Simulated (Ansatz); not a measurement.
# twin(10-12) boundary in hcp Ru with Re (substitutional): structure and resistance, part 2 of 2

Aim: the relaxed structure and the specific resistance of the twin(10-12) boundary in hcp Ru with Re (substitutional).

Ansatz 0.2.0; Ansatz plane-wave DFT, PBE, PAW files; relaxation of a bicrystal slab with its lowest layers held; PAW set soft_1 (the session's first sound run).

So far. Step 2 (Relaxing the bicrystal): The largest force component on a free atom ends at 0.0074 eV/Å, under the tolerance of 0.03, after 6 steps.

## (3) Transmission across the boundary

This step: Ansatz plane-wave DFT, PBE, PAW files; ballistic transport by layer matching (Landauer), zero bias; boundary relaxed in a short slab, bulk layers laid on; PAW set soft_1 (Ansatz 0.2.0).

System of this step: twin(10-12) boundary in hcp Ru with Re (substitutional). The cell holds 57 atoms: 56 Ru and 1 Re. Cell: a = 6.348 Å, b = 2.706 Å, c = 52.957 Å, α = 90.0°, β = 90.0°, γ = 90.0°. It derives from Ru. Regions: lower grain, 22 atoms (22 Ru); boundary, 17 atoms (16 Ru and 1 Re); upper grain, 18 atoms (18 Ru). Vacuum lies along c.

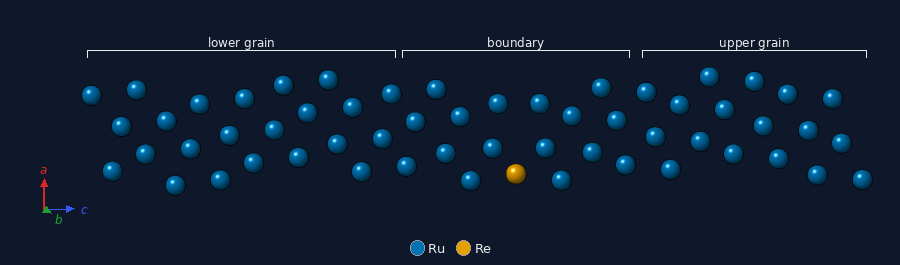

The cell of this step (ruthenium blue, rhenium orange).

input.yaml

```yaml
crystal:
  lattice:
    - [6.3481279548, 0.0, 0.0]
    - [0.0, 2.7058, 0.0]
    - [0.0, 0.0, 52.9571126925]
  atoms:
    - { symbol: Ru, position: [4.837733358, -6.5833333333, 0.0755328189] }
    - { symbol: Ru, position: [4.1560563199, -7.0833333334, 0.095430461] }
    - { symbol: Ru, position: [4.5652178008, -6.0833333333, 0.105379282] }
    - { symbol: Ru, position: [3.8835407627, -6.5833333334, 0.1252769241] }
    - { symbol: Ru, position: [4.2927022436, -5.5833333333, 0.1352257452] }
    - { symbol: Ru, position: [3.6110252055, -6.0833333334, 0.1551233873] }
    - { symbol: Ru, position: [4.0201866864, -5.0833333333, 0.1650722083] }
    - { symbol: Ru, position: [3.3385096483, -5.5833333334, 0.1849698504] }
    - { symbol: Ru, position: [3.7476711292, -4.5833333333, 0.1949186715] }
    - { symbol: Ru, position: [3.0659940911, -5.0833333334, 0.2148163136] }
    - { symbol: Ru, position: [3.475155572, -4.0833333333, 0.2247651346] }
    - { symbol: Ru, position: [2.7934785339, -4.5833333334, 0.2446627767] }
    - { symbol: Ru, position: [3.2026400148, -3.5833333333, 0.2546115978] }
    - { symbol: Ru, position: [2.5209629767, -4.0833333334, 0.2745092399] }
    - { symbol: Ru, position: [2.9301244576, -3.0833333333, 0.284458061] }
    - { symbol: Ru, position: [2.2484474195, -3.5833333334, 0.3043557031] }
    - { symbol: Ru, position: [2.6576089004, -2.5833333333, 0.3143045241] }
    - { symbol: Ru, position: [1.9759318623, -3.0833333334, 0.3342021662] }
    - { symbol: Ru, position: [2.3850933432, -2.0833333333, 0.3441509873] }
    - { symbol: Ru, position: [1.7034163051, -2.5833333334, 0.3640486294] }
    - { symbol: Ru, position: [2.112577786, -1.5833333333, 0.3739974504] }
    - { symbol: Ru, position: [1.4309007479, -2.0833333334, 0.3938950925] }
    - { symbol: Ru, position: [0.8400622288, 0.9166666667, 0.4038439136] }
    - { symbol: Ru, position: [0.1583851907, 0.4166666667, 0.4237415557] }
    - { symbol: Ru, position: [0.5660288226, 0.4166666667, 0.4333987546] }
    - { symbol: Ru, position: [0.8795716388, 0.9166666667, 0.4533836526] }
    - { symbol: Ru, position: [0.2905165881, 0.9166666667, 0.4638886464] }
    - { symbol: Ru, position: [0.6098538274, 0.4166666667, 0.4830662667] }
    - { symbol: Ru, position: [0.0207839178, 0.4166666667, 0.4946228611] }
    - { symbol: Ru, position: [0.3334369784, 0.9166666667, 0.5158146441] }
    - { symbol: Ru, position: [0.7421103514, 0.9166666667, 0.5217443391] }
    - { symbol: Re, position: [0.078708307, 0.4166666667, 0.5446978592] }
    - { symbol: Ru, position: [0.7393522999, 0.9166666667, 0.5677971368] }
    - { symbol: Ru, position: [0.3307449101, 0.9166666667, 0.5740406876] }
    - { symbol: Ru, position: [0.0170437957, 0.4166666667, 0.5948547154] }
    - { symbol: Ru, position: [0.6061713135, 0.4166666667, 0.6065441183] }
    - { symbol: Ru, position: [0.2871922197, 0.9166666667, 0.6259799295] }
    - { symbol: Ru, position: [0.8785977916, 0.9166666667, 0.6358158583] }
    - { symbol: Ru, position: [0.5622207987, 0.4166666667, 0.6559845251] }
    - { symbol: Ru, position: [1.1520863333, -1.5833333334, 0.6657978338] }
    - { symbol: Ru, position: [1.8337633714, -1.0833333333, 0.6856954759] }
    - { symbol: Ru, position: [1.4246018905, -2.0833333334, 0.6956442969] }
    - { symbol: Ru, position: [2.1062789286, -1.5833333333, 0.715541939] }
    - { symbol: Ru, position: [1.6971174477, -2.5833333334, 0.7254907601] }
    - { symbol: Ru, position: [2.3787944858, -2.0833333333, 0.7453884022] }
    - { symbol: Ru, position: [1.9696330049, -3.0833333334, 0.7553372233] }
    - { symbol: Ru, position: [2.651310043, -2.5833333333, 0.7752348654] }
    - { symbol: Ru, position: [2.2421485621, -3.5833333334, 0.7851836864] }
    - { symbol: Ru, position: [2.9238256002, -3.0833333333, 0.8050813285] }
    - { symbol: Ru, position: [2.5146641193, -4.0833333334, 0.8150301496] }
    - { symbol: Ru, position: [3.1963411574, -3.5833333333, 0.8349277917] }
    - { symbol: Ru, position: [2.7871796765, -4.5833333334, 0.8448766127] }
    - { symbol: Ru, position: [3.4688567146, -4.0833333333, 0.8647742548] }
    - { symbol: Ru, position: [3.0596952337, -5.0833333334, 0.8747230759] }
    - { symbol: Ru, position: [3.7413722718, -4.5833333333, 0.894620718] }
    - { symbol: Ru, position: [3.3322107909, -5.5833333334, 0.904569539] }
    - { symbol: Ru, position: [4.013887829, -5.0833333333, 0.9244671811] }
kpoints:
  mp_grid: { grid: [4, 9, 1] }
hamiltonian:
  xc: pbe
  pseudopotentials: { kind: paw, azcp: { folder: soft_1 } }
scf:
  occupations: { method: fermi_dirac, width: 0.1 }
output:
  transmission:
    leads: [[12, 14], [45, 47]]
    kmesh: [10, 24]
    e_range: [-0.1, 0.1]
    de: 0.05
  write_potential: true
  write_density: true
  volumetric_format: npy
  elf: true
```

On the command line:

```bash
$ ansatz run input.yaml --threads 4 --pin off --max-ram 15360MiB --backend cpu --events-out ev --progress --plain --runs-dir out
```

Numbers of over 12 decimals in the logs are rounded to 6 here.

Output:

```text
[...]
Crystal: 57 atoms, lattice volume = 909.632 Å³
Basis set: ecut = 420 eV, 17853 PW (Γ)
Bands: 547, of which v1, the nominal top of the filled ones, is band 456 counted from 1 (455 counted from 0)
Symmetry: 2 space group operations
[...]
k-points: 15 of 36 (time reversal used)
[...]
SCF iter   1: F=—  HF=-340107.576230 eV  |F-HF|=—  |Δ(HF+E_count)|=         —  Δρ=1.13e-1  dr2=4.27e2  ethr=3.10e-3  ⟨swp⟩=6.7  Hψ=28836  notcnv=0
[...]
SCF iter  12: F=-340070.804660 eV  HF=-340070.804660 eV  |F-HF|=5.03e-8  |Δ(HF+E_count)|=   2.28e-8  Δρ=1.47e-6  dr2=6.85e-8  ethr=1.10e-11  ⟨swp⟩=9.6  Hψ=23974  notcnv=0
SCF 1 converged in 12 iterations: F = -340070.804660 eV  dr2 = 6.85e-8
[...]
transmission: 601 of 6006 steps passed
transmission: 1202 of 6006 steps passed
[...]
transmission: 6006 of 6006 steps passed
WARN: The input density's exchange-correlation potential varies sharply where the density is thin. Do not read a vacuum level from v_tot or v_xc, or from such a field of the output density. On a cell that repeats whose density bears no net charge and no dipole along the vacuum's axis use v_es (v_loc + v_h of the components); under efield.dipole_correction with no amplitude use v_es + v_field, which holds any external [...]
SCF converged after 12 iterations
the last check of whether an eigenvalue changes by more than its tolerance under the output density was not made (no_room)
Free energy (F): -340070.804660 eV
[...]
Internal energy: -340069.150023 eV  (E = F + TS)
E sigma→0 (E₀):  -340069.977341 eV
Entropy (-TS):   -1.654637 eV (-29.029 meV/atom)
Fermi energy:    19.237593 eV
[...]
--- Band table (eV; the first three rows and the last of 15) ---
  k-point 0: bands = [... 452 lower, 18.8005, 18.8320, 18.8439, 18.8538, 18.8656, 18.9218, 18.9795, 19.0597, ... 87 higher]
  k-point 1: bands = [... 452 lower, 18.5558, 18.5702, 18.5976, 18.6306, 18.6621, 18.7033, 18.7336, 18.7844, ... 87 higher]
  k-point 2: bands = [... 452 lower, 18.5116, 18.5220, 18.5487, 18.5895, 18.6382, 18.7022, 18.7470, 18.7767, ... 87 higher]
  k-point 14: bands = [... 452 lower, 20.1766, 20.1941, 20.2522, 20.2877, 20.2955, 20.3146, 20.3459, 20.3535, ... 87 higher]
--- Transmission ---
  basis      : 149 plane waves across, 77 finite elements along
  points     : 78, standing for a mesh of 10 x 24
  energies   : 5 from -0.100000 to 0.100000 eV about the Fermi level, 0.050000 eV apart; the leads are filled to 0.000000 eV, and channels, transmission and decay are at 0.000000 eV
  crystal 0  : Ru4, at the sites [12, 14], period 3.1612 Å, over 18.97 Å; its Hamiltonian steps by up to 35.6 meV: too much for a lead, lay more layers or, if its atoms are ordered, name the step of that order
    offset         : up to 0.0000 Å between an atom of the period and one for which it stands
    channels       : 3.833333e0 a spin
    conductance    : none, the energies end too early or step too widely for 300 K: set another output.transmission.e_range or a lower de, or, where they end at an eighth of basis.ecutwfc, a higher one
[...]
channels       : 3.833333e0 a spin
[...]
junction   : crystal 0 to crystal 1, 13.39 to 38.33 Å
    transmission   : 1.873634e0 a spin
[...]
```

Elapsed: 18 min, on 4 threads of Arm Neoverse V1, shared host; peak memory 10 GiB; 69 min of CPU time.

The column dr2 measures how far the density is from self-consistency, as an energy; F and HF (Harris–Foulkes) agree once it is small.

Numbers from this step:

| Quantity | Value |
| --- | --- |
| free energy | -340070.8047 eV |
| energy at zero smearing | -340069.9773 eV |
| Fermi energy | 19.24 eV |
| cell area | 17.18 Å² |
| transmission per spin nearest the Fermi level | 1.874 |
| open channels per spin nearest the Fermi level | 3.833 |
| open channels per spin, upper lead | 3.833 |
| step of the lead's potential | 35.6 meV |
| step of the upper lead's potential | 22.9 meV |

Per spin. Transmission, zone mean against energy, zero at the Fermi level:

```tsv
energy (eV)	transmission, zone mean
-0.1000	2.05
-0.0500	1.96
0.0000	1.87
0.0500	1.80
0.1000	1.81
```

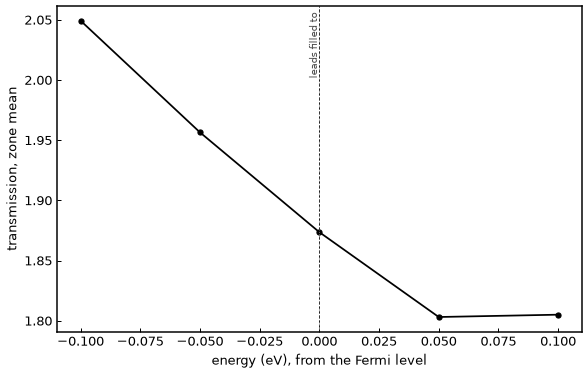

Transmission, zone mean, plotted against energy.

Per spin. The open channels, zone mean by energy, zero at the Fermi level:

```tsv
energy (eV)	lead	upper lead
-0.1000	3.94	3.96
-0.0500	3.92	3.9
0.0000	3.83	3.83
0.0500	3.73	3.73
0.1000	3.82	3.82
```

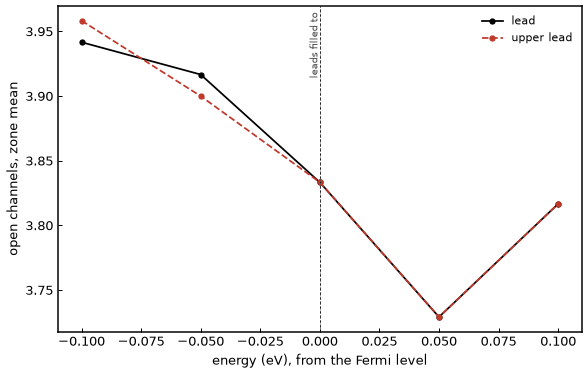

Open channels, zone mean against energy.

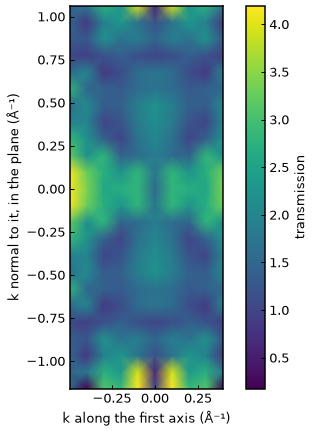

Transmission over k1 and k2. At 0.0000 eV from the Fermi level.

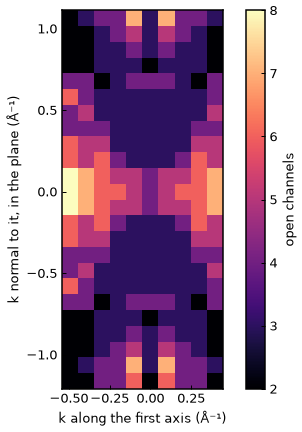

Open channels over k1 and k2. At 0.0000 eV from the Fermi level.

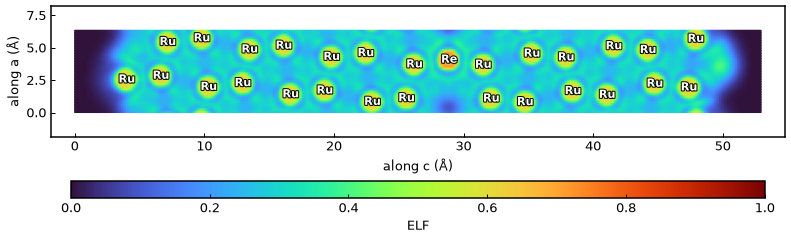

ELF in the ca plane at fractional y = 0.417, with atoms of Ru and Re within 0.2 Å of it. It is the smooth field of the valence electrons, not physical close to the nuclei. The map starts off the cell's origin, so that atoms lie inside it.

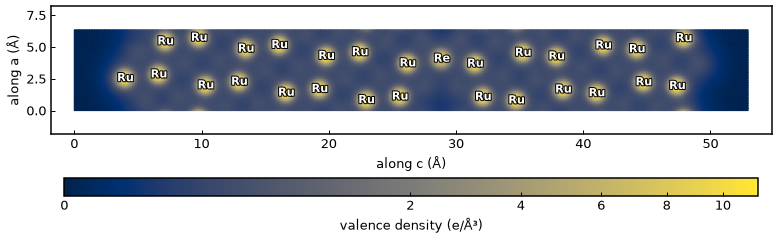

Valence density in the ca plane at fractional y = 0.417, with atoms of Ru and Re within 0.2 Å of it. It is the smooth field of the valence electrons, not physical close to the nuclei. The map starts off the cell's origin, so that atoms lie inside it. The colour scale is stretched toward low values.

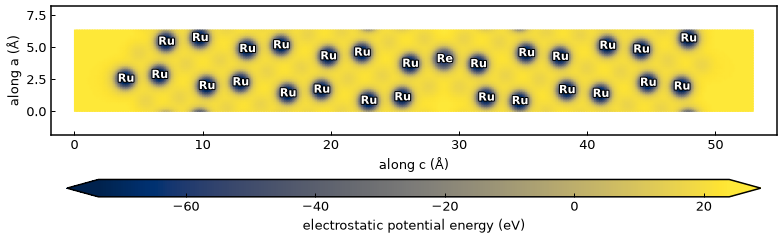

Electrostatic potential energy in the ca plane at fractional y = 0.417, with atoms of Ru and Re within 0.2 Å of it. With pseudopotentials it is smooth inside the atoms' cores, unlike the true potential. The map starts off the cell's origin, so that atoms lie inside it.

Over the solved energies the transmission per spin lies between 1.80 and 2.05, out of 3.85 channels of the lead on average (up to 3.94). The log calls the step of a lead's potential too much.

## (4) Specific resistance

This step: Ansatz plane-wave DFT, PBE, PAW files; ballistic transport by layer matching (Landauer), zero bias; specific resistance of the boundary; PAW set soft_1 (Ansatz 0.2.0).

Numbers from this step:

| Property | Result |
| --- | --- |
| area resistance | 0.5921 fΩ m² |
| T over the leads' mean channel count | 0.4932 |

Averaged over the energies near the Fermi level, 49.3 % of the channels pass, which makes 0.592 fΩ m².

By hand, with T and the leads' channels N averaged over the energies near the Fermi level: RA = A (h/2e²)(1/T − ½[1/N₁ + 1/N₂]) = 17.18×10⁻²⁰ m² × 12 906 Ω × (1/1.898 − ½[1/3.848 + 1/3.848]) = 0.592 fΩ m².

## (5) Results

| Property | Result |
| --- | --- |
| specific resistance of the boundary | 0.592 fΩ m² |
| share of channels that pass | 0.493 |

What this shows: The boundary has a specific resistance of 0.59 fΩ m². The boundary reflects 51 % of the channels; 0.59 fΩ m² is 5.9×10⁻¹² Ω·cm². One Re in 17.2 Å² of boundary is a high coverage. Each plane of this narrow cell holds one atom, so the solute fills a whole plane. One starting structure was relaxed; another shift or atom count at the boundary may lie lower. Spin-orbit coupling is left out, which matters for Re. A lead's potential steps by up to 36 meV from period to period, which the log calls too much, so longer leads could move the result.

[Logs are printed without paths, hosts, clocks, repeated set-up lines and the standing remarks that a program may print on its own settings, such as how far it seeks lower states.]

[Hosts, paths, dates, database ids (printed as entryN), source tags and the programs' standing remarks are cut or masked in the printed files.]
